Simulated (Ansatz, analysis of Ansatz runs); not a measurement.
# Reproducing a measured migration barrier: interstitial N in bcc Nb, hop from an octahedral to the next octahedral site, part 2 of 2

How near does this set-up come to the measured migration barrier? Subject: interstitial N in bcc Nb, hop from an octahedral to the next octahedral site. Set-up: PBE, 32-site cell, measured lattice, 420 eV, k: 4x4x4 Gamma-centred. The model is a cell of 32 host atoms with 1 N put in. The barrier is the energy of the highest image of a climbing band over the relaxed site that the atom leaves. The measured lattice removes the functional's error in the volume.

Ansatz 0.2.0; PBE, 32-site cell, measured lattice, 420 eV, k: 4x4x4 Gamma-centred.

So far: The structure; Relaxation, charge 0.

## (3) Nudged elastic band

A band of images joins the two ends; its highest image climbs to the saddle, whose energy over the site left is the barrier.

This step: plane-wave PAW DFT, PBE; nudged elastic band between two relaxed defect structures at fixed charge.

neb/input.yaml

```yaml
crystal:
  lattice:
    - [0.0, 6.6126, 6.6126]
    - [6.6126, 0.0, 6.6126]
    - [6.6126, 6.6126, 0.0]
  atoms:
    - { symbol: Nb, position: [-0.010490836, -0.010490836, 0.010490836] }
    - { symbol: Nb, position: [0.118489246, 0.118489246, 0.1361142] }
    - { symbol: Nb, position: [0.24999569, 0.24999569, 0.25000431] }
    - { symbol: Nb, position: [0.375, 0.375, 0.388437688] }
    - { symbol: Nb, position: [4.31e-06, 4.31e-06, 0.49999569] }
    - { symbol: Nb, position: [0.118489246, 0.118489246, 0.626907308] }
    - { symbol: Nb, position: [0.22009255, 0.22009255, 0.77990745] }
    - { symbol: Nb, position: [0.375, 0.375, 0.861562312] }
    - { symbol: Nb, position: [0.001373786, 0.498541194, -0.001373786] }
    - { symbol: Nb, position: [0.133584506, 0.616415494, 0.125] }
    - { symbol: Nb, position: [0.251458806, 0.748626214, 0.251373786] }
    - { symbol: Nb, position: [0.376907308, 0.8861142, 0.368489246] }
    - { symbol: Nb, position: [0.001373786, 0.498541194, 0.501458806] }
    - { symbol: Nb, position: [0.138437688, 0.611562312, 0.625] }
    - { symbol: Nb, position: [0.251458806, 0.748626214, 0.748541194] }
    - { symbol: Nb, position: [0.373092692, 0.8638858, 0.881510754] }
    - { symbol: Nb, position: [0.498541194, 0.001373786, -0.001373786] }
    - { symbol: Nb, position: [0.616415494, 0.133584506, 0.125] }
    - { symbol: Nb, position: [0.748626214, 0.251458806, 0.251373786] }
    - { symbol: Nb, position: [0.8861142, 0.376907308, 0.368489246] }
    - { symbol: Nb, position: [0.498541194, 0.001373786, 0.501458806] }
    - { symbol: Nb, position: [0.611562312, 0.138437688, 0.625] }
    - { symbol: Nb, position: [0.748626214, 0.251458806, 0.748541194] }
    - { symbol: Nb, position: [0.8638858, 0.373092692, 0.881510754] }
    - { symbol: Nb, position: [0.50000431, 0.50000431, -4.31e-06] }
    - { symbol: Nb, position: [0.631510754, 0.631510754, 0.1138858] }
    - { symbol: Nb, position: [0.760490836, 0.760490836, 0.239509164] }
    - { symbol: Nb, position: [0.875, 0.875, 0.383584506] }
    - { symbol: Nb, position: [0.52990745, 0.52990745, 0.47009255] }
    - { symbol: Nb, position: [0.631510754, 0.631510754, 0.623092692] }
[... 2 lines left out ...]
    - { symbol: "N", position: [0.375, 0.375, 0.625] }
basis:
  ecutwfc: 420
  xc_grid: 2
hamiltonian:
  xc: pbe
kpoints:
  mp_grid: { grid: [4, 4, 4] }
scf:
  occupations: { method: methfessel_paxton, width: 0.1 }
  max_iter: 120
output:
  forces: true
neb:
  images: 3
  f_tol: 0.04
  climbing: true
  initial_path: idpp
  max_iterations: 45
  order_check: false
  final_atoms:
[... 24 lines left out ...]
    - { symbol: Nb, position: [0.506890856, 0.4987689, -0.012095422] }
    - { symbol: Nb, position: [0.624004736, 0.624220172, 0.125393555] }
    - { symbol: Nb, position: [0.750378209, 0.742093875, 0.257604899] }
    - { symbol: Nb, position: [0.876751681, 0.874305219, 0.375478601] }
    - { symbol: Nb, position: [0.486945697, 0.500678691, 0.499020082] }
    - { symbol: Nb, position: [0.625371722, 0.625685178, 0.624026569] }
    - { symbol: Nb, position: [0.739262705, 0.757191339, 0.75553273] }
    - { symbol: Nb, position: [0.864885856, 0.886171044, 0.884512435] }
    - { symbol: "N", position: [0.250378209, 0.500678691, 0.499020082] }
```

Launch:

```bash
> ansatz run input.yaml --threads 4 --pin off --max-ram 14131MiB --backend cpu --events-out ev --progress --plain --runs-dir out
```

Numbers of over 12 decimals in the logs are rounded to 6 here.

The program printed:

```text
[...]
Warning: neb: disabling space-group detection — the band's intermediate images generally break the endpoint symmetry, so no spatial operation reduces the k-mesh or symmetrises the density, except that a semilocal band can use its path's symmetry ahead of [...]
[...]
NEB image 0
Crystal: 33 atoms, lattice volume = 578.291 Å³
Basis set: ecut = 420 eV, 11311 PW (Γ), exchange–correlation on 128×128×128 points (8 copies of the dense FFT grid, shifted against one another)
Bands: 253, of which v1, the nominal top of the filled ones, is band 211 counted from 1 (210 counted from 0)
Symmetry: 1 space group operations
k-points: 36 of 64 (time reversal used)
[...]
SCF iter   1: F=—  HF=-146059.441800 eV  |F-HF|=—  |Δ(HF+E_count)|=         —  Δρ=4.09e-3  dr2=1.35e-1  ethr=1.77e-3  ⟨swp⟩=6.2  Hψ=36011  notcnv=0
[...]
SCF iter   7: F=-146059.420651 eV  HF=-146059.420651 eV  |F-HF|=9.75e-9  |Δ(HF+E_count)|=   5.36e-8  S|Δr|=    0.00e0  Δρ=1.47e-6  dr2=1.74e-8  ethr=2.38e-11  ⟨swp⟩=4.0  Hψ=26823  notcnv=0
SCF 1 converged in 7 iterations: F = -146059.420651 eV  dr2 = 1.74e-8
[...]
NSCF: frozen V_eff on 36 k-points
NEB image 4
SCF iter   1: F=—  HF=-146059.441748 eV  |F-HF|=—  |Δ(HF+E_count)|=         —  Δρ=4.09e-3  dr2=1.35e-1  ethr=1.77e-3  ⟨swp⟩=6.1  Hψ=35901  notcnv=0
[...]
SCF iter   7: F=-146059.420654 eV  HF=-146059.420654 eV  |F-HF|=9.26e-9  |Δ(HF+E_count)|=   5.23e-8  S|Δr|=    0.00e0  Δρ=1.44e-6  dr2=1.67e-8  ethr=2.38e-11  ⟨swp⟩=4.0  Hψ=26787  notcnv=0
SCF 2 converged in 7 iterations: F = -146059.420654 eV  dr2 = 1.67e-8
[...]
NEB end point (image 0): max|allowed force component| = 1.276e-2 eV/Å (the criterion of neb.relax_end_points is 1.000e-2)
NEB end point (image 4): max|allowed force component| = 1.212e-2 eV/Å (the criterion of neb.relax_end_points is 1.000e-2)
NEB image 1
SCF iter   1: F=—  HF=-146058.432228 eV  |F-HF|=—  |Δ(HF+E_count)|=         —  Δρ=4.44e-3  dr2=1.84e-1  ethr=1.77e-3  ⟨swp⟩=6.0  Hψ=35682  notcnv=0
[...]
SCF iter   7: F=-146058.405506 eV  HF=-146058.405506 eV  |F-HF|=6.75e-9  |Δ(HF+E_count)|=   2.47e-8  S|Δr|=    0.00e0  Δρ=1.29e-6  dr2=1.30e-8  ethr=2.38e-11  ⟨swp⟩=4.0  Hψ=24730  notcnv=0
SCF 3 converged in 7 iterations: F = -146058.405506 eV  dr2 = 1.30e-8
NEB image 2
SCF iter   1: F=—  HF=-146057.518167 eV  |F-HF|=—  |Δ(HF+E_count)|=         —  Δρ=5.05e-3  dr2=2.78e-1  ethr=1.77e-3  ⟨swp⟩=6.3  Hψ=35585  notcnv=0
[...]
SCF iter   7: F=-146057.482903 eV  HF=-146057.482903 eV  |F-HF|=8.91e-9  |Δ(HF+E_count)|=   2.35e-8  S|Δr|=    0.00e0  Δρ=1.29e-6  dr2=1.43e-8  ethr=2.38e-11  ⟨swp⟩=4.0  Hψ=24678  notcnv=0
SCF 4 converged in 7 iterations: F = -146057.482903 eV  dr2 = 1.43e-8
NEB image 3
SCF iter   1: F=—  HF=-146058.543869 eV  |F-HF|=—  |Δ(HF+E_count)|=         —  Δρ=4.48e-3  dr2=1.76e-1  ethr=1.77e-3  ⟨swp⟩=6.0  Hψ=35652  notcnv=0
[...]
SCF iter   7: F=-146058.517635 eV  HF=-146058.517635 eV  |F-HF|=6.40e-9  |Δ(HF+E_count)|=   2.60e-8  S|Δr|=    0.00e0  Δρ=1.33e-6  dr2=1.33e-8  ethr=2.38e-11  ⟨swp⟩=4.0  Hψ=24938  notcnv=0
SCF 5 converged in 7 iterations: F = -146058.517635 eV  dr2 = 1.33e-8
NEB iter   1: max|band force component| = 3.114e0 eV/Å  barrier→ = 1.9377 eV  barrier← = 1.9378 eV  Δτ_max = 0.2000 Å  (35 SCF iters)
NEB image 1
[...]
iter 1 solved again at ethr=5.90e-4 eV; its pass at ethr=3.10e-3 eV (dr2=2.49e0 eV) is discarded
[...]
SCF iter   7: F=-146058.332753 eV  HF=-146058.332753 eV  |F-HF|=3.87e-9  |Δ(HF+E_count)|=   6.08e-8  S|Δr|=    0.00e0  Δρ=2.12e-6  dr2=2.15e-8  ethr=2.38e-11  ⟨swp⟩=4.0  Hψ=26502  notcnv=0
SCF 6 converged in 7 iterations: F = -146058.332753 eV  dr2 = 2.15e-8
NEB image 2
[...]
SCF iter   1: F=—  HF=-146057.689896 eV  |F-HF|=—  |Δ(HF+E_count)|=         —  Δρ=1.64e-2  dr2=4.07e0  ethr=9.04e-4  ⟨swp⟩=1.0  Hψ=41419  notcnv=0
eigensolver tolerance schedule calibrated: the retry pair's looser diagonalisation under-reported the residual by θ = 0.06 (0.12/decade); [...]
SCF iter   2: F=—  HF=-146057.414482 eV  |F-HF|=—  |Δ(HF+E_count)|=   2.75e-1  S|Δr|=    0.00e0  Δρ=8.91e-3  dr2=1.02e0  ethr=6.84e-4  ⟨swp⟩=1.0  Hψ=9108  notcnv=0
[...]
SCF iter   7: F=-146057.316831 eV  HF=-146057.316831 eV  |F-HF|=1.32e-8  |Δ(HF+E_count)|=   4.55e-8  S|Δr|=    0.00e0  Δρ=2.47e-6  dr2=3.81e-8  ethr=1.68e-11  ⟨swp⟩=4.0  Hψ=27458  notcnv=0
SCF 7 converged in 7 iterations: F = -146057.316831 eV  dr2 = 3.81e-8
NEB image 3
[...]
SCF iter   7: F=-146058.342787 eV  HF=-146058.342787 eV  |F-HF|=3.38e-9  |Δ(HF+E_count)|=   6.69e-8  S|Δr|=    0.00e0  Δρ=2.13e-6  dr2=2.12e-8  ethr=2.38e-11  ⟨swp⟩=4.0  Hψ=26784  notcnv=0
SCF 8 converged in 7 iterations: F = -146058.342787 eV  dr2 = 2.12e-8
NEB iter   2: max|band force component| = 1.011e0 eV/Å  barrier→ = 2.1038 eV  barrier← = 2.1038 eV  Δτ_max = 0.1069 Å  (21 SCF iters)
NEB image 1
[...]
SCF iter   7: F=-146058.661710 eV  HF=-146058.661710 eV  |F-HF|=1.98e-9  |Δ(HF+E_count)|=   3.11e-8  S|Δr|=    0.00e0  Δρ=1.44e-6  dr2=9.74e-9  ethr=2.38e-11  ⟨swp⟩=3.4  Hψ=24752  notcnv=0
SCF 9 converged in 7 iterations: F = -146058.661710 eV  dr2 = 9.74e-9
NEB image 2
[...]
SCF iter   7: F=-146057.813229 eV  HF=-146057.813229 eV  |F-HF|=7.31e-9  |Δ(HF+E_count)|=   2.37e-8  S|Δr|=    0.00e0  Δρ=1.66e-6  dr2=1.74e-8  ethr=2.38e-11  ⟨swp⟩=4.0  Hψ=25875  notcnv=0
SCF 10 converged in 7 iterations: F = -146057.813229 eV  dr2 = 1.74e-8
NEB image 3
[...]
SCF iter   7: F=-146058.676152 eV  HF=-146058.676152 eV  |F-HF|=2.74e-9  |Δ(HF+E_count)|=   2.47e-8  S|Δr|=    0.00e0  Δρ=1.44e-6  dr2=1.07e-8  ethr=2.38e-11  ⟨swp⟩=4.0  Hψ=24840  notcnv=0
SCF 11 converged in 7 iterations: F = -146058.676152 eV  dr2 = 1.07e-8
NEB iter   3: max|band force component| = 9.516e-1 eV/Å  barrier→ = 1.6074 eV  barrier← = 1.6074 eV  Δτ_max = 0.0327 Å  (21 SCF iters)
[...]
NEB iter   4: max|band force component| = 5.669e-1 eV/Å  barrier→ = 1.5744 eV  barrier← = 1.5744 eV  Δτ_max = 0.0593 Å  (17 SCF iters)
[...]
NEB iter   5: max|band force component| = 8.731e-2 eV/Å  barrier→ = 1.5519 eV  barrier← = 1.5519 eV  CI = image 2  Δτ_max = 0.0192 Å  (18 SCF iters)
[...]
NEB iter   6: max|band force component| = 3.353e-2 eV/Å  barrier→ = 1.5475 eV  barrier← = 1.5475 eV  CI = image 2  Δτ_max = 0.0154 Å  (17 SCF iters)
[...]
NEB iter   7: max|band force component| = 8.666e-2 eV/Å  barrier→ = 1.5459 eV  barrier← = 1.5459 eV  CI = image 2  Δτ_max = 0.0077 Å  (6 SCF iters)
[...]
NEB iter   8: max|band force component| = 5.510e-2 eV/Å  barrier→ = 1.5456 eV  barrier← = 1.5456 eV  CI = image 2  Δτ_max = 0.0082 Å  (15 SCF iters)
NEB image 1
[...]
SCF iter   5: F=-146058.701311 eV  HF=-146058.701311 eV  |F-HF|=1.08e-9  |Δ(HF+E_count)|=   2.39e-9  S|Δr|=    0.00e0  Δρ=1.03e-6  dr2=4.73e-9  ethr=1.80e-11  ⟨swp⟩=2.0  Hψ=23320  notcnv=0
SCF 25 converged in 5 iterations: F = -146058.701311 eV  dr2 = 4.73e-9
NEB image 2
[...]
SCF iter   5: F=-146057.875154 eV  HF=-146057.875154 eV  |F-HF|=5.24e-10  |Δ(HF+E_count)|=   2.36e-9  S|Δr|=    0.00e0  Δρ=4.52e-7  dr2=1.16e-9  ethr=5.76e-12  ⟨swp⟩=1.0  Hψ=21507  notcnv=0
SCF 26 converged in 5 iterations: F = -146057.875154 eV  dr2 = 1.16e-9
NEB image 3
[...]
SCF iter   5: F=-146058.701336 eV  HF=-146058.701336 eV  |F-HF|=4.02e-9  |Δ(HF+E_count)|=   8.47e-9  S|Δr|=    0.00e0  Δρ=1.23e-6  dr2=7.57e-9  ethr=2.38e-11  ⟨swp⟩=4.0  Hψ=24652  notcnv=0
SCF 27 converged in 5 iterations: F = -146058.701336 eV  dr2 = 7.57e-9
NEB image 1
[...]
NEB image 3
[...]
NEB image 2
[...]
the band table was solved once a step of the walk had ended and its energy, with any forces and stress, was formed, with the checks that follow a solve (28218 applications of the Hamiltonian). They found nothing against the state; [...]
NEB iter   9: max|band force component| = 1.550e-2 eV/Å  barrier→ = 1.5455 eV  barrier← = 1.5455 eV  CI = image 2  Δτ_max = 0.0000 Å  (15 SCF iters)
SCF converged after 5 iterations
[...]
Free energy (F): -146057.875154 eV
[...]
Internal energy: -146057.882159 eV  (E = F + TS)
E sigma→0 (E₀):  -146057.876905 eV
Entropy (-TS):   0.007005 eV (0.212 meV/atom)
Fermi energy:    17.903102 eV
[...]
--- Forces (eV/Å), atoms counted from 1 ---
  atom   1  Nb    -0.00062722    -0.00000625     0.00000906
  atom   2  Nb     0.00115577    -0.00027082     0.00083647
  [... 1 atom left out ...]
  atom   4  Nb    -0.00417471     0.00013450    -0.00035094
  [... 2 atoms left out ...]
  atom   7  Nb    -0.00021025     0.00003190    -0.00350110
  atom   8  Nb     0.00149003     0.00119553    -0.00113748
  [... 5 atoms left out ...]
  atom  14  Nb     0.00294869     0.00097465    -0.00018364
  atom  15  Nb     0.00047139     0.00073805     0.00076374
  [... 1 atom left out ...]
  atom  17  Nb    -0.00011703    -0.00238692    -0.00170286
  [... 4 atoms left out ...]
  atom  22  Nb    -0.00082770     0.00168532    -0.00098489
  atom  23  Nb    -0.00029731    -0.00150386     0.00007976
  [... 5 atoms left out ...]
  atom  29  Nb    -0.00003500    -0.00265032    -0.00033797
  [... 3 atoms left out ...]
  atom  33  N      0.00054711     0.00126343     0.00114213
  max |Σ_I F_I| component: 4.58e-6 eV/Å
--- Band table (eV; the first three rows and the last of 36) ---
[...]
[... further k-points left out ...]
this run last wrote the band of iteration 9 to <dir>; this run last wrote the band within `neb.f_tol` of iteration 6 to <dir>
--- NEB band (5 images, 9 band iterations, 165 SCF iterations) ---
  forward barrier  = 1.545497 eV
  backward barrier = 1.545500 eV
  lagrangian_above_aufbau_ev (what the smearing adds, to first order; not taken off the barriers): saddle image +0.001849 eV, end points +0.010523 and +0.010521 eV
  climbing image's point = of an order that was not read
  energies are F+E_penalty+E_count in eV, relative to image 0
  image     s (Å)  Δ vs image 0  max|band force component| (eV/Å)
      0    0.0000      0.000000                                 —
      1    0.5269      0.719340                          1.550e-2
  *   2    1.0539      1.545497                          4.193e-3
      3    1.5808      0.719315                          5.851e-3
      4    2.1077     -0.000003                                 —
  climbing-image geometry (image 2):
  cell:  # Å, volume = 578.2914 Å³
    - [0.0, 6.6126, 6.6126]
    - [6.6126, 0.0, 6.6126]
    - [6.6126, 6.6126, 0.0]
  atoms:
    - { symbol: Nb, position: [-0.001274, -0.003001, 0.002869] }
    - { symbol: Nb, position: [0.121597, 0.119879, 0.132970] }
    - { symbol: Nb, position: [0.250773, 0.246701, 0.244096] }
    - { symbol: Nb, position: [0.387379, 0.363130, 0.358547] }
    - { symbol: Nb, position: [-0.005234, 0.008758, 0.500099] }
    - { symbol: Nb, position: [0.122780, 0.123518, 0.625935] }
    - { symbol: Nb, position: [0.237997, 0.234370, 0.765476] }
    - { symbol: Nb, position: [0.373009, 0.377534, 0.874358] }
    - { symbol: Nb, position: [-0.001604, 0.501762, 0.002305] }
    - { symbol: Nb, position: [0.127035, 0.623476, 0.126473] }
    - { symbol: Nb, position: [0.252357, 0.750185, 0.249671] }
    - { symbol: Nb, position: [0.376627, 0.878136, 0.372096] }
    - { symbol: Nb, position: [0.000286, 0.498121, 0.501731] }
    - { symbol: Nb, position: [0.109195, 0.641309, 0.636731] }
    - { symbol: Nb, position: [0.248759, 0.752156, 0.751914] }
    - { symbol: Nb, position: [0.374593, 0.866871, 0.879961] }
    - { symbol: Nb, position: [0.498355, 0.002302, -0.002457] }
    - { symbol: Nb, position: [0.626692, 0.123903, 0.121126] }
    - { symbol: Nb, position: [0.752983, 0.247932, 0.247697] }
    - { symbol: Nb, position: [0.883635, 0.375903, 0.370881] }
    - { symbol: Nb, position: [0.502609, -0.002462, 0.498089] }
    - { symbol: Nb, position: [0.625064, 0.125474, 0.622303] }
    - { symbol: Nb, position: [0.748240, 0.252236, 0.747612] }
    - { symbol: Nb, position: [0.872387, 0.373912, 0.876332] }
    - { symbol: Nb, position: [0.503764, 0.499751, -0.008920] }
    - { symbol: Nb, position: [0.626998, 0.627762, 0.121712] }
    - { symbol: Nb, position: [0.753564, 0.751842, 0.248023] }
    - { symbol: Nb, position: [0.877131, 0.873382, 0.376390] }
    - { symbol: Nb, position: [0.516197, 0.512568, 0.487274] }
    - { symbol: Nb, position: [0.630575, 0.628955, 0.623938] }
    - { symbol: Nb, position: [0.741722, 0.755737, 0.753152] }
    - { symbol: Nb, position: [0.871858, 0.878734, 0.875960] }
    - { symbol: N, position: [0.312693, 0.437865, 0.561988] }
```

Run time: 66 min. Hardware: 4 threads of Arm Neoverse V2, shared host; peak memory 11 GiB.

Reading the cycles: dr2 is the Hartree energy of the density residual (eV), the measure of convergence; HF is the Harris–Foulkes estimate of the energy, which meets the free energy F at convergence.

The path, image by image:

| image | path (Å) | energy (eV) | N33: x, y, z (Å) |
| --- | --- | --- | --- |
| 0 | 0.000 | 0.0000 | 6.613, 6.613, 4.959 |
| 1 | 0.527 | 0.7193 | 6.612, 6.221, 4.961 |
| 2 | 1.054 | 1.5455 | 6.612, 5.784, 4.963 |
| 3 | 1.581 | 0.7193 | 6.611, 5.347, 4.965 |
| 4 | 2.108 | 0.0000 | 6.611, 4.955, 4.966 |

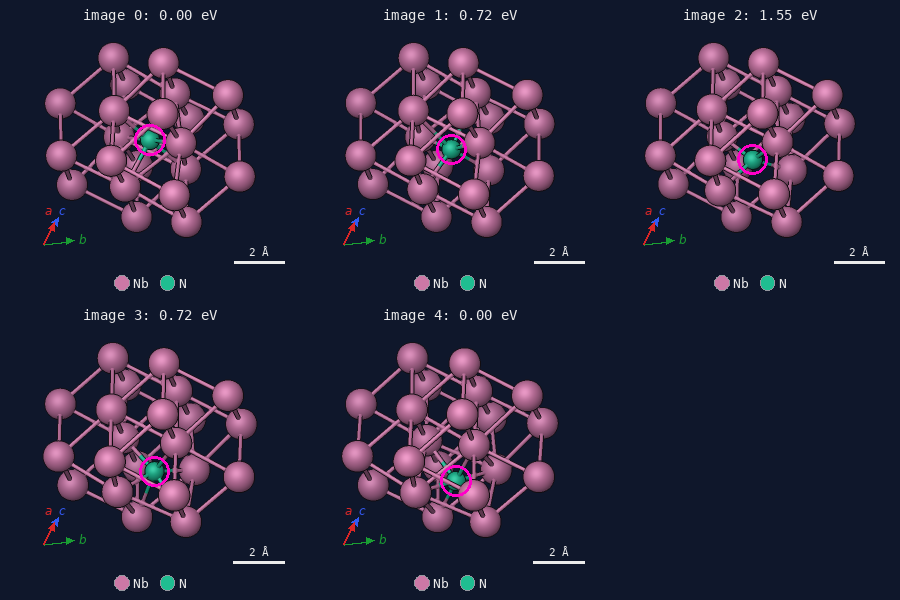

Images along the path; N33 is ringed.

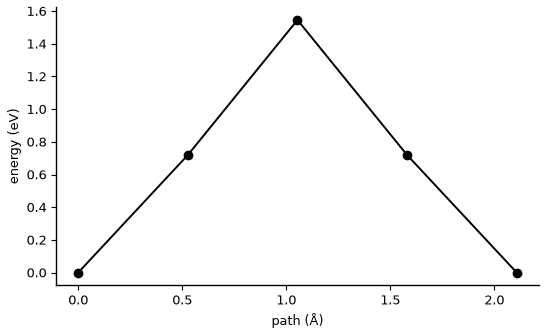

Energy along the path.

This step gave:

```
free energy      : -146057.8752 eV
smearing term TS : -0.007005 eV
barrier forward  : 1.545 eV
barrier backward : 1.546 eV
```

## (4) Results

```
migration barrier (saddle less minimum) : 1.55 eV
energy difference of the two ends       : 0.00 eV
length of the hop                       : 1.66 Å
time of the whole chain                 : 71 min on 4 threads
```

Migration barrier: computed 1.55 eV, measured 1.67 eV; 0.12 eV below the measurement. The measured number is an Arrhenius activation energy of long-range diffusion; for H it holds zero-point energy and, in bcc metals near room temperature, tunnelling. One hop between neighbouring sites is computed at the host's lattice.

[Logs are printed without paths, hosts, clocks, repeated set-up lines and the standing remarks that a program may print on its own settings, such as how far it seeks lower states.]

[Hosts, paths, dates, database ids (printed as entryN), source tags and the programs' standing remarks are cut or masked in the printed files.]

[For some hosts the program warned that the k-mesh of the response run may be too coarse for force constants and the static dielectric constant; such warnings are not shown here.]
